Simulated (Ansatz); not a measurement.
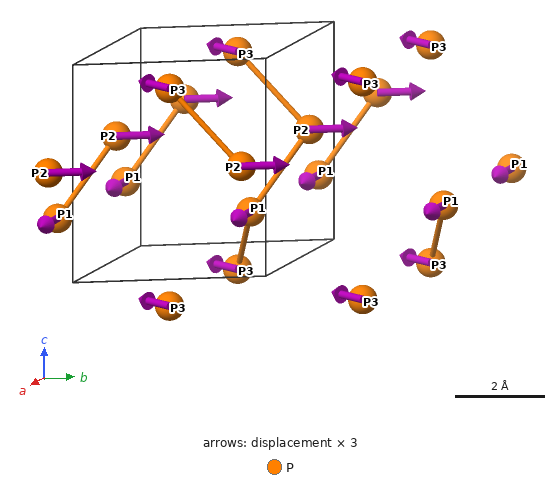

A relaxation of solid P (built on the trigonal selenium_152 type) (coarse preliminary run). The starting structure is drawn; purple arrows show the displacements (the part carried along by the change of the cell is left out), magnified 3 times.

Style: ball-and-stick. Shown: the cell of the calculation, repeated 2 × 2 × 1 with one cell outlined, slightly off an axis.

Case: trigonal selenium type (P3_121, No. 152).

Method: DFT PBE, scalar-relativistic, plane waves, PAW in Ansatz 0.2.0. Set-up: plane-wave cutoff 420 eV; k-point mesh 6 × 6 × 4; occupations gaussian; smearing width 0.1 eV; no spin polarisation; cell and atoms relaxed; force threshold 0.04 eV/Å; at most 70 steps.

> What did the optimiser do to the structure, and how much energy did it gain?

The energy falls by 2.531 eV per cell of the calculation in 10 accepted moves (11 points after the start). Largest force component: 1.8 eV/Å at the start, 0.00058 eV/Å at the end. The pressure goes from −11.10 to 0.03 GPa. At 1 point the geometry stayed and the basis and grid were re-selected for the new cell (energy shift of 1.2 meV per cell of the calculation at most each time). The largest moves relative to the cell, 0.37 Å, are those of P1, P2 and P3. P2 goes along +b. The drawn cell changes as follows: a = b 4.409 → 3.437 Å (−22.1 %), c 5.002 → 4.281 Å (−14.4 %); the volume changes by −48.0 %. Near-neighbour distances that change, for instance: P1–P2 3.469 → 2.444 Å, P1–P2 (another image) 2.396 → 2.444 Å. Among the angles between lasting bonds that change: P2–P1–P3 103.1° → 90.7°. The space group (tolerance 0.01 Å) goes from P3_121 (No. 152) to R-3m (No. 166).
